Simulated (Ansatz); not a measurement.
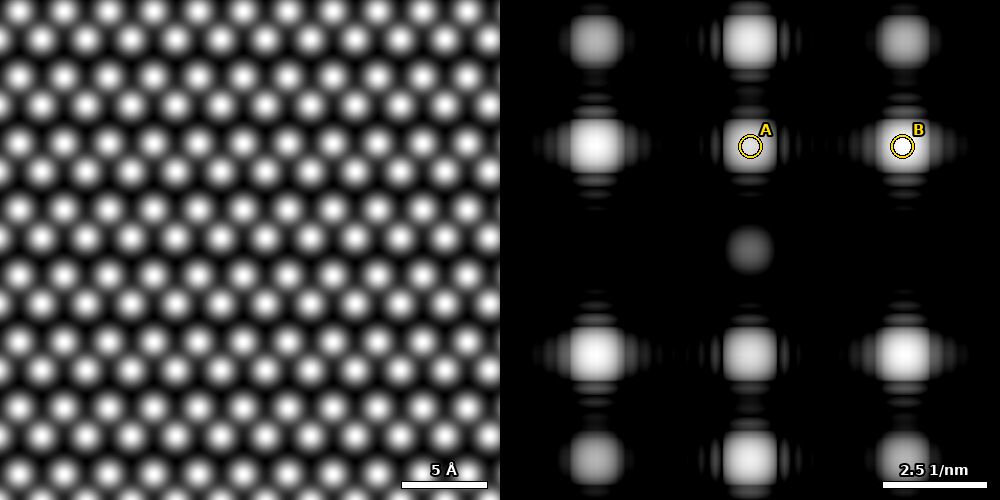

Dark-field STEM-like image of Ru (Cmcm, No. 63) along [100]. Simulation: incoherent imaging, intensity Z^1.6 per atom, probe width 1.15 Å, thin sample. The probe carries 25 % of its weight in a tail 2.5 times as wide. The display is stretched by a gamma of 0.65; percentages refer to the linear signal. Structure used: coordinates from a relaxation with DFT, m-r2SCAN, plane waves (500 eV) with PAW, scalar-relativistic (Ansatz 0.2.0); the starting structure was generated, so it need not be a known form of this composition.

The right panel is the modulus of the image's Fourier transform on a logarithmic scale.

a = 2.714 Å, b = 7.942 Å, c = 2.690 Å, α = 90.00°, β = 90.00°, γ = 90.00°

Index the marked spots and give their plane spacings (the zone axis points at the viewer; indices equivalent by symmetry, or all signs reversed, are as good).

A: (020), d = 3.97 Å; B: (0 2 -1), d = 2.23 Å. A and B enclose 56°, and every spot obeys the zone law hu + kv + lw = 0 for [100].
